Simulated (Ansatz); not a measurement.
# Sensitivity of the G0W0 gap of LiF (Griceite)

A base run on LiF (Griceite), then changed inputs.

Main program and level: Ansatz 0.2.0; G0W0 on PBE, plane waves, PAW; PAW set soft_1.

**1. Starting point**

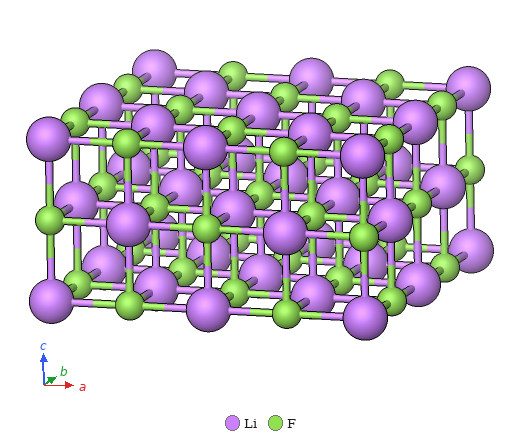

Start, viewed slightly off an axis; lithium purple, fluorine green. 2×2×1 cells are drawn. This picture shows the conventional cell, with its axes. Some periodic images of atoms are drawn too.

The cell and positions come from the Crystallography Open Database and are kept as given unless a step says otherwise.

**2. The base run: 6×6×6 mesh, 48 empty bands, screening to 120 eV, PAW set soft_1 files**

Now the one-shot GW correction: screening in the RPA, then the self-energy of the levels asked for. This step takes PAW set soft_1 files.

input.yaml reads:

```yaml
crystal:
  lattice:
    - [0.0, 2.014, 2.014]
    - [2.014, 0.0, 2.014]
    - [2.014, 2.014, 0.0]
  atoms:
    - { symbol: Li, position: [0.0, 0.0, 0.0] }
    - { symbol: F, position: [0.5, 0.5, 0.5] }
kpoints:
  mp_grid: { grid: [6, 6, 6] }
hamiltonian:
  xc: pbe
  pseudopotentials: { kind: paw, azcp: { folder: soft_1 } }
scf:
  occupations: { method: fixed }
gw:
  n_empty_bands: 48
  ecut_chi: 120
  qp_bands: [v2, c2]
  qp_kpoints: band_edges
  screening: { model: contour_deformation }
```

Launch:

```
$ ansatz run input.yaml --threads 3 --pin off --max-ram 92160MiB --backend cuda --events-out ev --progress --plain --runs-dir out --devices 1 --max-vram 13GiB
```

Numbers of over 12 decimals in the logs are rounded to 6 here.

The log of the run:

```text
GPUs: using 1 of 1 available (devices: 1).
Engine: ansatz 0.2.0, x86_64-unknown-linux-gnu
Pseudopotentials: kind: paw
Pseudopotential: Li, paw, valence charge 3, recommended cutoff 420 eV (normal), soft_1/Li.paw.azcp
Pseudopotential: F, paw, valence charge 7, recommended cutoff 420 eV (normal), soft_1/F.paw.azcp
Functional definition: PBE
  parameter kappa = 0.804
  parameter beta = 0.066725
  exchange = pbe_x(kappa = kappa, mu = beta*pi^2/3)
  correlation = pbe_c(beta = beta)
device memory: the entry about to start is reckoned to put 0.4 GiB on a device that reports 41.2 GiB free (of which the cap on the GPU budget leaves the run 13.0 GiB)
GPU FFT provider: cuFFT
GPU libraries: cuBLAS 13.8.2, cuFFT 12.4.0, cuSOLVER 12.3.4
Crystal: 2 atoms, lattice volume = 16.338 Å³
Basis set: ecut = 420 eV, 331 PW (Γ)
Bands: 9, of which v1, the nominal top of the filled ones, is band 5 counted from 1 (4 counted from 0)
Symmetry: 48 space group operations
Space group: Fm-3m (ITA 225), of the structure as read, at distance tolerance 2.5e-5 Å
k-points: 16 of 216
Non-local potential: Li, projectors of the file, l = 0: 3, l = 1: 2, l = 2: 1
Non-local potential: F, projectors of the file, l = 0: 2, l = 1: 2, l = 2: 1
PAW form: soft (Blöchl's): semilocal exchange-correlation on the pseudo side does not see the compensation charge
PAW one-centre angular grid: Li, 110 points (default); XC on 96 Gauss nodes
PAW one-centre angular grid: F, 110 points (default); XC on 64 Gauss nodes
Initial density: superposition of atomic densities (chi_scale 0.1, normalization cell, long waves kept (reshape's long-wave potential 0.00 eV rms))
Initial wavefunctions: pseudopotential atomic-orbital guess
GPU buffer pool allocated for 8000 grid points (all kernels)
GPU transforms: local potential and band sums: pruned to the plane-wave sphere, on 18×20×20
Functional: x = pbe(κ = 0.804, μ = 0.219515), c = pbe(β = 0.066725)
SCF iter   1: F=—  HF=-1016.037709 eV  |F-HF|=—  |Δ(HF+E_count)|=         —  Δρ=5.95e-2  dr2=3.05e-1  ethr=3.10e-3  ⟨swp⟩=4.0  Hψ=808  notcnv=0  defer=28
preconditioner: auto → none  [insulator: Δε(μ)=8.255 eV  Ē_g=21.877 eV  n_scr=0 (ndim 8)  ℏωp=26.0 eV  f_vac=0.000  ε∞_Penn≈2.4]
SCF iter   2: F=—  HF=-1016.139370 eV  |F-HF|=—  |Δ(HF+E_count)|=   1.02e-1  Δρ=3.22e-2  dr2=8.42e-2  ethr=3.05e-3  ⟨swp⟩=2.0  Hψ=310  notcnv=0  defer=26
SCF iter   3: F=—  HF=-1016.174663 eV  |F-HF|=—  |Δ(HF+E_count)|=   3.53e-2  Δρ=1.64e-2  dr2=2.14e-2  ethr=8.42e-4  ⟨swp⟩=2.0  Hψ=237  notcnv=0  defer=29
SCF iter   4: F=—  HF=-1016.173159 eV  |F-HF|=—  |Δ(HF+E_count)|=   1.50e-3  Δρ=1.38e-3  dr2=1.27e-4  ethr=2.14e-4  ⟨swp⟩=2.7  Hψ=223  notcnv=0  defer=30
[...]
E_xc         = -87.225017
  E_vxc        = -111.958752  (∫ρ·V_xc dr)
  E_paw        = -229.340667  (= ΣΔE_a)
  E_vpaw       = -90.754129  (= ΣTr[D̂ρ^β])
  E_aug_tail   = 0.001026  (compensation charges beyond the density's cutoff)
  E_ewald      = -557.129686
  E_smearing   = -0.000000  (= −TS)
  E_closure    = 0.000000  (closes the sum)
  Σ components = -1016.173327   (vs F -1016.173327, Δ=0.00e0)
--- Band table (eV; the first three rows and the last of 16) ---
  k-point 0: bands = ["-39.9285", "-19.0021", "0.9617", "0.9617", "0.9617", "10.0566", "24.9214", "24.9214", "24.9214"]
  k-point 1: bands = ["-39.9139", "-18.9002", "0.2392", "0.9031", "0.9031", "10.7732", "20.5107", "22.6708", "22.6708"]
  k-point 2: bands = ["-39.8848", "-18.6853", "-0.9974", "0.7912", "0.7912", "11.6631", "18.0490", "20.6268", "20.6268"]
  k-point 15: bands = ["-39.8544", "-18.3269", "-1.5862", "-0.5919", "0.1171", "15.8568", "16.4111", "18.4188", "20.4587"]
--- G₀W₀: contour deformation, 5 samples at zero and on the imaginary axis and 4 off it, 216 q-points, 48 empty bands' worth ---
  eigenvalues of the whole cell's RPA ε∞ on this k-mesh (on a slab, of 1 + 4πα/V) = 1.9772, 1.9772, 1.9772; static W/v taken at q = 0 is 0.505758
  bands read: the sum over 53 bands ends inside a degenerate multiplet in 2 slots, whose members it reads at an even weight; the widest, k=0: bands 53 to 54 (counted from 1) at 1/2 each
  gw.qp_kpoints: band_edges: 12 of 16 stored k-points solved, in 1 pass; an edge of the gap read off the rows below is read off those points alone
    valence top: of the k-points left out ik 13 came nearest to being solved in a further pass, in band 5 (counted from 1, as in the quasiparticle table): it holds the edge there only if its correction is more favourable than any solved in that band by at least 0.515 eV; those differ by 0.211 eV
    conduction bottom: of the k-points left out ik 13 came nearest to being solved in a further pass, in band 6 (counted from 1, as in the quasiparticle table): it holds the edge there only if its correction is more favourable than any solved in that band by at least 3.719 eV; those differ by 0.901 eV
    ik  band        ε_KS         Σx   Σc(E_QP)       V_xc       Z   E_QP_lin       E_QP  E_QP is
     0     4      0.9617   -32.0235     5.2729   -24.2164  0.8191    -1.6212    -1.5725  root
     0     5      0.9617   -32.0235     5.2729   -24.2164  0.8191    -1.6212    -1.5725  root
     0     6     10.0566    -7.5551    -3.3534   -12.4808  0.8883    11.6394    11.6289  root
     0     7     24.9214    -3.0721    -4.5677    -9.9156  0.8552    27.2192    27.1972  root
     1     4      0.9031   -31.9612     5.2778   -24.1339  0.8190    -1.6959    -1.6464  root
     1     5      0.9031   -31.9612     5.2778   -24.1339  0.8190    -1.6959    -1.6464  root
     1     6     10.7732    -7.8378    -3.3371   -12.8677  0.8848    12.4785    12.4659  root
     1     7     20.5107    -3.8717    -4.0330    -9.7158  0.8658    22.3507    22.3218  root
[...]
14     4     -0.6976   -29.3025     5.1929   -21.2520  0.8170    -3.6275    -3.5553  root
    14     5      0.3380   -31.2220     5.2897   -23.2516  0.8180    -2.4004    -2.3426  root
    14     6     14.5213    -6.5906    -3.5402   -12.1188  0.8776    16.5305    16.5094  root
    14     7     16.3508    -7.5207    -3.6745   -13.4076  0.8658    18.5947    18.5632  root
[key lines of the parts left out:]
SCF converged after 6 iterations
Free energy (F): -1016.173327 eV
Fermi energy:    0.961670 eV
```

The job ended after 9.1 s (1 × NVIDIA H100 80GB HBM3 (shared by 6 runs) with 3 threads of AMD EPYC 7R13 (Zen 3), shared host; peak memory 0.98 GiB; 12 s of CPU time).

Numbers from this step:

| Property | Result |
| --- | --- |
| bands summed | 53 |
| RPA ε∞ on this mesh (eigenvalues) | 1.977, 1.977, 1.977 |
| plane waves in the screening matrix | 59 |
| q-points in the mesh | 216 |
| G0W0 gap on the mesh | 13.20 eV |
| k of the valence top | 0, 0, 0 |
| k of the conduction bottom | 0, 0, 0 |
| starting gap on the mesh | 9.095 eV |
| Z at the valence top | 0.8191 |
| Z at the conduction bottom | 0.8883 |
| least direct G0W0 gap on the computed points | 13.20 eV |

The gap on the mesh goes from 9.09 eV to 13.20 eV, a correction of +4.11 eV. Between the two edge states, bare exchange in place of the xc potential would open the gap by 12.73 eV, and correlation takes back 8.63 eV.

**3. Variant: coarser q mesh**

input.yaml, as its differences from that of step 2:

```diff
@@ -16,4 +16,4 @@
 gw:
-  n_empty_bands: 48
-  ecut_chi: 120
+  n_empty_bands: 37
+  ecut_chi: 100
   qp_bands: [v2, c2]
@@ -21 +21,2 @@
   screening: { model: contour_deformation }
+  q_mesh: [3, 3, 3]
```

The log of the run:

```text
GPUs: using 1 of 1 available (devices: 1).
[...]
GPU FFT provider: cuFFT
GPU libraries: cuBLAS 13.8.2, cuFFT 12.4.0, cuSOLVER 12.3.4
Crystal: 2 atoms, lattice volume = 16.338 Å³
Basis set: ecut = 420 eV, 331 PW (Γ)
Bands: 9, of which v1, the nominal top of the filled ones, is band 5 counted from 1 (4 counted from 0)
[... 1 set-up line as in the run before ...]
[...]
k-points: 16 of 216
[...]
GPU buffer pool allocated for 8000 grid points (all kernels)
[...]
SCF iter   1: F=—  HF=-1016.037709 eV  |F-HF|=—  |Δ(HF+E_count)|=         —  Δρ=5.95e-2  dr2=3.05e-1  ethr=3.10e-3  ⟨swp⟩=4.0  Hψ=808  notcnv=0  defer=28
[...]
SCF iter   6: F=-1016.173327 eV  HF=-1016.173327 eV  |F-HF|=1.87e-8  |Δ(HF+E_count)|=   2.16e-6  Δρ=1.28e-5  dr2=1.58e-8  ethr=1.00e-9  ⟨swp⟩=3.1  Hψ=640  notcnv=0
SCF 1 converged in 6 iterations: F = -1016.173327 eV  dr2 = 1.58e-8
[...]
NSCF: frozen V_eff on 16 k-points, pencils in batches of 32, up to order 36
[...]
NSCF: frozen V_eff on 16 k-points
G₀W₀ screening: q 1/4
[... further progress lines ...]
[...]
SCF converged after 6 iterations
Free energy (F): -1016.173327 eV
[...]
Internal energy: -1016.173327 eV  (E = F + TS)
E sigma→0 (E₀):  -1016.173327 eV
Fermi energy:    0.961670 eV
[...]
--- Band table (eV; the first three rows and the last of 16) ---
[...]
0     4      0.9617   -32.1532     5.3753   -24.2164  0.8198    -1.6511    -1.5997  root
     0     5      0.9617   -32.1532     5.3753   -24.2164  0.8198    -1.6511    -1.5997  root
     0     6     10.0566    -7.4013    -3.4636   -12.4808  0.8858    11.6847    11.6725  root
     0     7     24.9214    -3.0619    -4.5446    -9.9156  0.8482    27.2337    27.2306  root
     1     4      0.9031   -32.0723     5.3698   -24.1339  0.8198    -1.7174    -1.6656  root
     1     5      0.9031   -32.0723     5.3698   -24.1339  0.8198    -1.7174    -1.6656  root
     1     6     10.7732    -7.7335    -3.4143   -12.8677  0.8830    12.5071    12.4931  root
     1     7     20.5107    -3.8439    -4.0271    -9.7158  0.8660    22.3883    22.3555  root
[...]
14     4     -0.6976   -29.3452     5.2406   -21.2520  0.8183    -3.6226    -3.5502  root
    14     5      0.3380   -31.2753     5.3491   -23.2516  0.8192    -2.3950    -2.3366  root
    14     6     14.5213    -6.5646    -3.5449   -12.1188  0.8768    16.5527    16.5306  root
    14     7     16.3508    -7.5051    -3.6551   -13.4076  0.8657    18.6314    18.5982  root
```

The job ended after 6.3 s (1 × NVIDIA H100 80GB HBM3 (shared by 6 runs) with 3 threads; peak memory 0.99 GiB).

Against the base:

```tsv
setting	base	variant
empty bands	48	37
screening cutoff (eV)	120	100
q mesh	-	[3, 3, 3]
```

```tsv
quantity	variant	base
starting gap on the mesh	9.095	9.095
G0W0 gap on the mesh	13.272	13.201
least direct G0W0 gap on the computed points	13.272	13.201
Z at the valence top	0.820	0.819
Z at the conduction bottom	0.886	0.888
```

**4. Summary of results**

```
base           : 13.20 eV, 9.1 s
coarser q mesh : 13.27 eV, 6.3 s
```

**Reading.** Coarser q mesh: the gap moves by +0.07 eV; such settings are too crude to quote. The variant differs from the base in empty bands, screening cutoff and q mesh together, so the change can't be laid to one of them. All runs here use a coarse mesh and modest cutoffs; they test settings and are not final values.

[Paths, hosts, dates, memory and timing lines, banners, echoed tables and standing remarks are left out of the program output.]

[Logs are printed without paths, hosts, clocks, repeated set-up lines and the standing remarks that a program may print on its own settings, such as how far it seeks lower states.]

[Runs of the session that timed out or met a known fault of the program may be left out.]

[Cells called generated may have been cut or substituted from an entry of the Crystallography Open Database or the Materials Project.]

[Hosts, paths, dates, database ids (printed as entryN), source tags and the programs' standing remarks are cut or masked in the printed files.]
